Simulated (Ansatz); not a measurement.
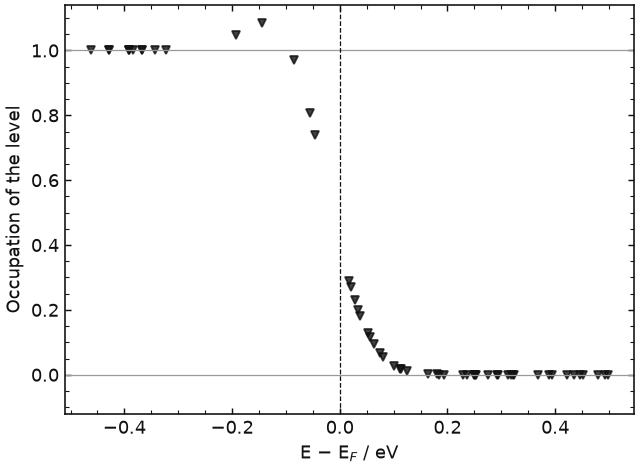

Occupations of the one-electron levels of the k mesh against their energy, from a run on MoS₂, space group P-3m1 (No. 164), 3 atoms in the cell, with Ansatz.

**Name the smearing function and its width.**

cold (Marzari-Vanderbilt) smearing with a width of 0.1 eV. The occupations overshoot 1 below the Fermi level (up to 1.08) but never turn negative, and they are not symmetric about it.
